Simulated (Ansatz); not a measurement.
**Molecular dynamics of PtSe2 (part 2 of 2)**

The same run, continued: PtSe2 (12 atoms in the cell); DFT, PBE, plane waves, PAW (Ansatz 0.2.0); cutoff 420 eV, 3×2×3 k-mesh, Fermi–Dirac smearing of 0.1 eV, collinear spins. The structure is a deliberately distorted cell. The run did not end well. The settings of this run were made unusual or wrong on purpose.

Geometry of the input (Å; fractional positions):
```
3.7440  -0.0389  -5.0968
-3.6975  6.5157  0.0844
3.7020  0.0683  5.0657
Se 0.0437  0.3484  0.2907
Se 0.0359  0.8362  0.2634
Se 0.5343  0.3229  0.7833
Se 0.5492  0.8286  0.7963
Se 0.4439  0.1670  0.2200
Se 0.4418  0.6632  0.1875
Se 0.9671  0.1584  0.6898
Se 0.9454  0.6776  0.7120
Pt 0.9968  0.9914  0.0012
Pt 0.9952  0.4916  0.0034
Pt 0.5275  0.0098  0.4979
Pt 0.5149  0.4932  0.5092
```

What the program printed, continued
```
SCF iter   1: F=—  HF=-93847.677084 eV  |F-HF|=—  |Δ(HF+E_count)|=         —  Δρ=3.47e-4 (↑3.47e-4 ↓3.38e-4)  dr2=1.26e-4  dr2_m=1.72e-4  M=-0.000 μB ∫|m|=0.004 μB  β_m=0.65  ethr=6.34e-8  ⟨swp⟩=2.0  Hψ=8172  notcnv=0
preconditioner: auto → Kerker (q_TF=auto, 1.939 Å⁻¹)  [metal: Δε(μ)=0.118 eV  Ē_g=11.057 eV  σ=0.100 eV  W_gap=0.27  n_scr=30 (ndim 8)  ℏωp=22.2 eV  f_vac=0.046  D(μ)=2.76/eV (n_scr^D=12)]
spin=Collinear: Kerker preconditioning applied to the charge; magnetization (m = ρ↑ − ρ↓) channel mixes plain (no charge-response kernel on spin).
SCF iter   2: F=—  HF=-93847.676957 eV  |F-HF|=—  |Δ(HF+E_count)|=   1.27e-4  Δρ=1.29e-4 (↑1.29e-4 ↓1.29e-4)  dr2=1.85e-5  dr2_m=2.40e-5  M=0.000 μB ∫|m|=0.002 μB  β_m=0.65  ethr=6.31e-8  ⟨swp⟩=2.0  Hψ=2959  notcnv=0
SCF iter   3: F=—  HF=-93847.676975 eV  |F-HF|=—  |Δ(HF+E_count)|=   1.85e-5  Δρ=1.17e-5 (↑1.10e-5 ↓1.17e-5)  dr2=1.20e-6  dr2_m=5.95e-8  M=0.000 μB ∫|m|=0.000 μB  β_m=0.81  ethr=9.27e-9  ⟨swp⟩=2.0  Hψ=3380  notcnv=0
SCF iter   4: F=—  HF=-93847.676977 eV  |F-HF|=—  |Δ(HF+E_count)|=   1.98e-6  Δρ=5.06e-6 (↑4.96e-6 ↓5.06e-6)  dr2=6.97e-7  dr2_m=2.42e-9  M=0.000 μB ∫|m|=0.000 μB  β_m=0.87  ethr=6.01e-10  ⟨swp⟩=2.0  Hψ=3541  notcnv=0
SCF iter   5: F=—  HF=-93847.676977 eV  |F-HF|=—  |Δ(HF+E_count)|=   3.36e-8  Δρ=1.87e-6 (↑1.87e-6 ↓1.84e-6)  dr2=9.48e-8  dr2_m=4.26e-10  M=0.000 μB ∫|m|=0.000 μB  β_m=0.93  ethr=3.49e-10  ⟨swp⟩=2.0  Hψ=3545  notcnv=0
SCF iter   6: F=-93847.676977 eV  HF=-93847.676977 eV  |F-HF|=5.09e-8  |Δ(HF+E_count)|=   9.49e-9  Δρ=1.70e-6 (↑1.69e-6 ↓1.70e-6)  dr2=5.96e-8  dr2_m=2.01e-11  M=0.000 μB ∫|m|=0.000 μB  ethr=4.74e-11  ⟨swp⟩=2.0  Hψ=7801  notcnv=0
the starting moments were not kept: the SCF closed with an absolute magnetisation of 5.1e-6 μB, where they sum to 7 μB in size (12 sites). That is at most 0.1 of that sum. Measured as dr2_m measures the in/out step, that magnetisation stands 7.6e-13 eV from none, at or under the dr2_threshold of 1.0e-7 eV: it is no larger than a step whose dr2_m would equal this threshold.
SCF 6 converged in 6 iterations: F = -93847.676977 eV  dr2 = 5.96e-8
md step     5: t =     5.00 fs  T =   265.1 K  F+E_penalty+E_count = -93847.67697740 eV  E_kin = 0.376942 eV  conserved = -93847.30009740 eV  (6 SCF iters)
iter 1 solved again at ethr=6.26e-8 eV; its pass at ethr=3.10e-3 eV (dr2=1.25e-4 eV) is discarded
SCF iter   1: F=—  HF=-93847.685067 eV  |F-HF|=—  |Δ(HF+E_count)|=         —  Δρ=3.50e-4 (↑3.50e-4 ↓3.41e-4)  dr2=1.24e-4  dr2_m=1.77e-4  M=-0.000 μB ∫|m|=0.004 μB  β_m=0.65  ethr=6.26e-8  ⟨swp⟩=2.0  Hψ=8188  notcnv=0
preconditioner: auto → Kerker (q_TF=auto, 1.939 Å⁻¹)  [metal: Δε(μ)=0.117 eV  Ē_g=11.059 eV  σ=0.100 eV  W_gap=0.27  n_scr=30 (ndim 8)  ℏωp=22.2 eV  f_vac=0.046  D(μ)=2.76/eV (n_scr^D=12)]
spin=Collinear: Kerker preconditioning applied to the charge; magnetization (m = ρ↑ − ρ↓) channel mixes plain (no charge-response kernel on spin).
SCF iter   2: F=—  HF=-93847.684957 eV  |F-HF|=—  |Δ(HF+E_count)|=   1.10e-4  Δρ=1.30e-4 (↑1.30e-4 ↓1.30e-4)  dr2=1.84e-5  dr2_m=2.46e-5  M=-0.000 μB ∫|m|=0.002 μB  β_m=0.65  ethr=6.19e-8  ⟨swp⟩=2.0  Hψ=2953  notcnv=0
SCF iter   3: F=—  HF=-93847.684975 eV  |F-HF|=—  |Δ(HF+E_count)|=   1.84e-5  Δρ=1.15e-5 (↑1.08e-5 ↓1.15e-5)  dr2=1.17e-6  dr2_m=5.78e-8  M=0.000 μB ∫|m|=0.000 μB  β_m=0.82  ethr=9.22e-9  ⟨swp⟩=2.0  Hψ=3380  notcnv=0
SCF iter   4: F=—  HF=-93847.684977 eV  |F-HF|=—  |Δ(HF+E_count)|=   1.88e-6  Δρ=4.78e-6 (↑4.68e-6 ↓4.78e-6)  dr2=6.29e-7  dr2_m=2.09e-9  M=0.000 μB ∫|m|=0.000 μB  β_m=0.89  ethr=5.84e-10  ⟨swp⟩=2.0  Hψ=3543  notcnv=0
SCF iter   5: F=—  HF=-93847.684977 eV  |F-HF|=—  |Δ(HF+E_count)|=   4.37e-8  Δρ=1.71e-6 (↑1.71e-6 ↓1.68e-6)  dr2=6.69e-8  dr2_m=2.70e-10  M=-0.000 μB ∫|m|=0.000 μB  β_m=0.95  ethr=3.14e-10  ⟨swp⟩=2.0  Hψ=3546  notcnv=0
```

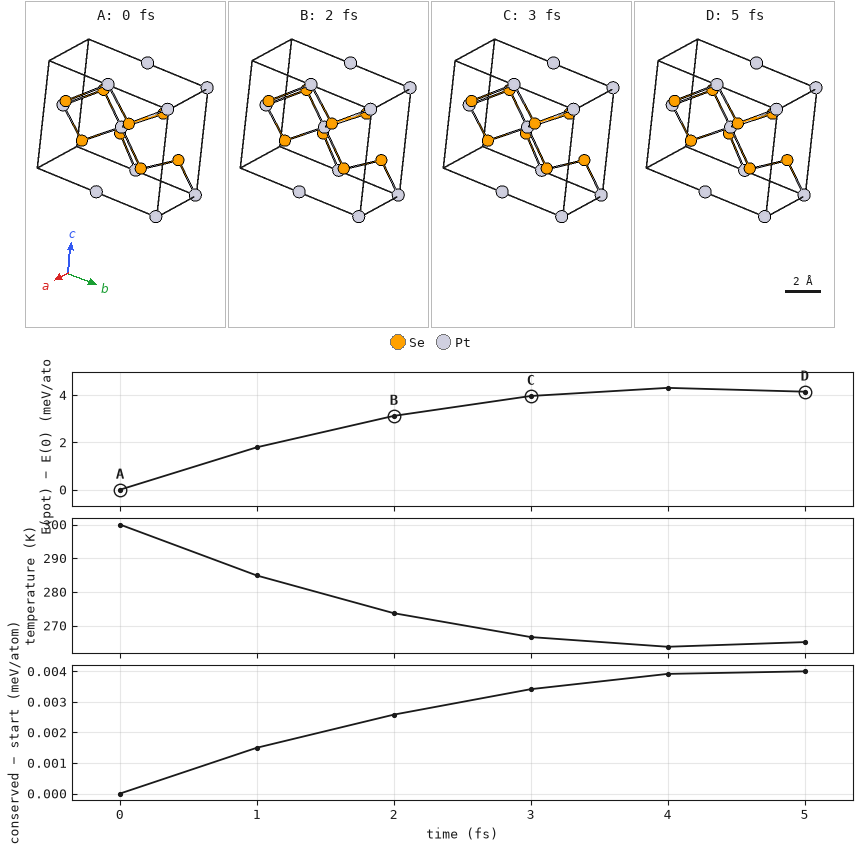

Fig. 1: Frames of the molecular dynamics (ball-and-stick, simulation cell, seen slightly off an axis) above the curves, on which the letters mark them. The trajectory kept here has 6 frames over 5 fs. The temperature starts at 300 K, ranges from 264 to 300 K and averages 265 K over the second half. The potential energy ends 4.1 meV/atom above its first value. The conserved quantity stays within 0.004 meV/atom. With the common drift removed, the root-mean-square displacement is 0.01 Å, and Se8 has moved furthest (0.02 Å).

```
Step cancelled. What follows is not a result of the run: it is the report of the last solve that finished, which converged after 6 SCF iterations.
Magnetization: 0.0000 μB (100.0000 up, 100.0000 down)
Absolute magnetization: 0.0000 μB (∫|ρ↑−ρ↓|, with the PAW one-centre terms)
Spin contamination: 0.0000 ħ² per cell (⟨S²⟩ above its minimum at these occupations)
Per-site moments (μB) at R_I (Å): [(-1.2499538959138943e-7, 0.9612051225086029), (-1.5598875078221913e-7, 0.9293531520997343), (-5.5732757331456604e-8, 0.9903037378253099), (2.2225906205147718e-7, 1.0058944803847354), (-2.3298785898256813e-7, 0.9779222454595748), (6.101794574206018e-8, 1.0088766066368169), (9.672902259645975e-8, 0.9935689806022018), (1.2070946336860604e-7, 0.9671082117123296), (-1.331414046056265e-7, 0.9293531520997343), (1.1758573284460871e-7, 0.9612051225086029), (-2.854561874387071e-8, 0.9779222454595748), (-2.4209030601244074e-10, 0.9671082117123296)]
Free energy (F): -93847.676977 eV
Harris-Foulkes:  -93847.676977 eV  (|F-HF|=5.09e-8)
Internal energy: -93847.583547 eV  (E = F + TS)
E sigma→0 (E₀):  -93847.630262 eV
Entropy (-TS):   -0.093431 eV (-7.786 meV/atom)
Fermi energy:    12.949614 eV
--- Per-component energies (eV) ---
  E_band       = -3896.140910
  E_kinetic    = 3509.273624
  E_local      = -27833.875466  (includes V_loc(G=0)·N_el)
  E_nonlocal   = -3960.441461
  E_hartree    = 12903.954129
  E_xc         = -1886.135667
  E_vxc        = -2004.183336  (∫ρ·V_xc dr)
  E_paw        = -53112.710597  (= ΣΔE_a)
  E_vpaw       = 585.176961  (= ΣTr[D̂ρ^β])
  E_aug_tail   = -0.003948  (compensation charges beyond the density's cutoff)
  E_ewald      = -23467.644161
  E_smearing   = -0.093431  (= −TS)
  E_closure    = -0.000000  (closes the sum)
  Σ components = -93847.676977   (vs F -93847.676977, Δ=0.00e0)
--- Forces (eV/Å), atoms counted from 1 ---
  atom   1  Se     1.60947617    -1.21579384     0.94484728
  atom   2  Se     3.14843776    -1.13215719     2.33164086
  atom   3  Se     1.02654147    -0.29352734     0.67809124
  atom   4  Se    -1.07663347    -0.13606555     0.31216680
  atom   5  Se    -0.49505909     0.42519772    -2.22656628
  atom   6  Se     1.16378285     0.23729543    -0.52995300
  atom   7  Se     0.60466485     0.73893238    -0.07176940
  atom   8  Se     1.42097889    -0.86452169    -2.17728144
  atom   9  Pt    -2.14665210     2.90766563    -0.92717840
  atom  10  Pt    -1.76078278     0.84335690    -1.33437529
  atom  11  Pt    -0.38048694    -2.13828504     1.97549688
  atom  12  Pt    -3.11426514     0.62788799     1.02487994
  max |Σ_I F_I| component: 1.46e-5 eV/Å
End of that report.
Error: SIGTERM received: cancelled by the caller after 5 completed SCF iterations
```

Trajectory as extended XYZ (Å, eV, eV/Å), 6 frames, from step=0 to step=5
```
12
Lattice="3.7440 -0.0389 -5.0968 -3.6975 6.5157 0.0844 3.7020 0.0683 5.0657" Properties=species:S:1:pos:R:3:forces:R:3 step=0 time_fs=0.0 energy=-93847.72670 temperature=300.0
Se   -0.0483    2.2880    1.2793    1.5468  -1.2823   0.9685
Se   -1.9826    5.4652    1.2216    3.0787  -1.1148   2.2831
Se    3.7064    2.1366    1.2717    1.0426  -0.3151   0.6265
Se    1.9406    5.4319    1.3043   -0.9737  -0.1030   0.2071
Se    1.8586    1.0860   -1.1339   -0.4153   0.3869  -2.2497
Se   -0.1039    4.3169   -1.2464    1.2261   0.1871  -0.5097
Se    5.5887    1.0413   -1.4216    0.7032   0.7490  -0.0324
Se    3.6698    4.4272   -1.1546    1.3020  -0.8738  -1.8421
Pt    0.0710    6.4207   -4.9912   -2.1434   2.6514  -0.9527
Pt    1.9208    3.1647   -5.0138   -1.8980   0.8527  -1.4153
Pt    3.7822    0.0772   -0.1657   -0.5629  -2.0267   2.0165
Pt    1.9894    3.2285   -0.0032   -2.9060   0.8885   0.9003
12
Lattice="3.7440 -0.0389 -5.0968 -3.6975 6.5157 0.0844 3.7020 0.0683 5.0657" Properties=species:S:1:pos:R:3:forces:R:3 step=1 time_fs=1.0 energy=-93847.70518 temperature=284.9
Se   -0.0501    2.2858    1.2785    1.5692  -1.2738   0.9701
Se   -1.9834    5.4642    1.2211    3.1150  -1.1298   2.3093
Se    3.7053    2.1369    1.2711    1.0444  -0.3131   0.6406
Se    1.9418    5.4340    1.3030   -0.9992  -0.1106   0.2295
Se    1.8595    1.0869   -1.1343   -0.4344   0.3971  -2.2531
Se   -0.1031    4.3164   -1.2454    1.2169   0.1982  -0.5159
Se    5.5903    1.0406   -1.4208    0.6875   0.7496  -0.0430
Se    3.6698    4.4262   -1.1497    1.3317  -0.8759  -1.9179
Pt    0.0724    6.4186   -4.9920   -2.1641   2.7202  -0.9574
Pt    1.9199    3.1636   -5.0146   -1.8831   0.8548  -1.4054
Pt    3.7808    0.0790   -0.1655   -0.5257  -2.0555   2.0145
Pt    1.9899    3.2308   -0.0031   -2.9582   0.8387   0.9285
12
Lattice="3.7440 -0.0389 -5.0968 -3.6975 6.5157 0.0844 3.7020 0.0683 5.0657" Properties=species:S:1:pos:R:3:forces:R:3 step=2 time_fs=2.0 energy=-93847.68926 temperature=273.7
Se   -0.0518    2.2836    1.2778    1.5866  -1.2629   0.9685
Se   -1.9838    5.4631    1.2208    3.1403  -1.1391   2.3274
Se    3.7043    2.1370    1.2705    1.0436  -0.3100   0.6529
Se    1.9430    5.4360    1.3017   -1.0223  -0.1177   0.2513
Se    1.8603    1.0879   -1.1349   -0.4520   0.4062  -2.2525
Se   -0.1021    4.3159   -1.2443    1.2061   0.2087  -0.5209
Se    5.5919    1.0400   -1.4199    0.6698   0.7489  -0.0523
Se    3.6700    4.4250   -1.1451    1.3587  -0.8762  -1.9896
Pt    0.0737    6.4167   -4.9928   -2.1748   2.7805  -0.9573
Pt    1.9189    3.1626   -5.0154   -1.8619   0.8550  -1.3923
Pt    3.7794    0.0806   -0.1652   -0.4886  -2.0811   2.0095
Pt    1.9903    3.2331   -0.0030   -3.0054   0.7875   0.9552
12
Lattice="3.7440 -0.0389 -5.0968 -3.6975 6.5157 0.0844 3.7020 0.0683 5.0657" Properties=species:S:1:pos:R:3:forces:R:3 step=3 time_fs=3.0 energy=-93847.67916 temperature=266.6
Se   -0.0533    2.2811    1.2773    1.5991  -1.2496   0.9638
Se   -1.9839    5.4619    1.2208    3.1544  -1.1426   2.3373
Se    3.7035    2.1372    1.2700    1.0404  -0.3057   0.6633
Se    1.9440    5.4381    1.3005   -1.0430  -0.1243   0.2724
Se    1.8611    1.0889   -1.1357   -0.4681   0.4139  -2.2479
Se   -0.1010    4.3154   -1.2434    1.1936   0.2188  -0.5250
Se    5.5936    1.0394   -1.4190    0.6500   0.7468  -0.0601
Se    3.6703    4.4238   -1.1407    1.3828  -0.8744  -2.0569
Pt    0.0749    6.4149   -4.9938   -2.1755   2.8321  -0.9522
Pt    1.9179    3.1616   -5.0163   -1.8345   0.8531  -1.3762
Pt    3.7780    0.0822   -0.1647   -0.4520  -2.1034   2.0013
Pt    1.9905    3.2355   -0.0029   -3.0473   0.7352   0.9803
12
Lattice="3.7440 -0.0389 -5.0968 -3.6975 6.5157 0.0844 3.7020 0.0683 5.0657" Properties=species:S:1:pos:R:3:forces:R:3 step=4 time_fs=4.0 energy=-93847.67504 temperature=263.7
Se   -0.0546    2.2786    1.2768    1.6067  -1.2339   0.9559
Se   -1.9835    5.4605    1.2211    3.1571  -1.1403   2.3387
Se    3.7028    2.1373    1.2697    1.0347  -0.3002   0.6717
Se    1.9448    5.4401    1.2992   -1.0611  -0.1304   0.2927
Se    1.8618    1.0899   -1.1369   -0.4825   0.4203  -2.2392
Se   -0.0997    4.3150   -1.2425    1.1795   0.2283  -0.5280
Se    5.5954    1.0390   -1.4181    0.6283   0.7435  -0.0666
Se    3.6708    4.4224   -1.1365    1.4036  -0.8705  -2.1196
Pt    0.0760    6.4132   -4.9947   -2.1661   2.8745  -0.9422
Pt    1.9167    3.1606   -5.0173   -1.8007   0.8492  -1.3568
Pt    3.7765    0.0836   -0.1642   -0.4159  -2.1225   1.9899
Pt    1.9906    3.2379   -0.0027   -3.0836   0.6819   1.0035
12
Lattice="3.7440 -0.0389 -5.0968 -3.6975 6.5157 0.0844 3.7020 0.0683 5.0657" Properties=species:S:1:pos:R:3:forces:R:3 step=5 time_fs=5.0 energy=-93847.67698 temperature=265.1
Se   -0.0557    2.2758    1.2765    1.6095  -1.2158   0.9448
Se   -1.9828    5.4590    1.2217    3.1484  -1.1322   2.3316
Se    3.7022    2.1374    1.2694    1.0265  -0.2935   0.6781
Se    1.9456    5.4421    1.2980   -1.0766  -0.1361   0.3122
Se    1.8625    1.0910   -1.1383   -0.4951   0.4252  -2.2266
Se   -0.0983    4.3145   -1.2417    1.1638   0.2373  -0.5300
Se    5.5973    1.0386   -1.4173    0.6047   0.7389  -0.0718
Se    3.6715    4.4209   -1.1326    1.4210  -0.8645  -2.1773
Pt    0.0769    6.4117   -4.9957   -2.1467   2.9077  -0.9272
Pt    1.9155    3.1597   -5.0184   -1.7608   0.8434  -1.3344
Pt    3.7751    0.0849   -0.1636   -0.3805  -2.1383   1.9755
Pt    1.9906    3.2404   -0.0024   -3.1143   0.6279   1.0249
```

Outcome

| quantity | value |
| --- | --- |
| outcome | stopped at the time limit |
| mean temperature over the second half | 265 K |
| trajectory | 5 steps, 5 fs |
| ensemble | nvt_nose_hoover |
| temperature in the input | 300.0 K |
| time step | 1.0 fs |
| space group of the start (tolerance 0.01 Å) | P1 (1) |
| wall time | 6.8 min (CPU time 13 min) |
| peak memory | 0.94 GiB |

What went wrong

The input was spoiled on purpose: an impossible spin (`magnetization`). The system has too few electrons for this moment. The run was cut off by its time limit, so the output is incomplete. Warnings of the run: some starting moments were not kept.
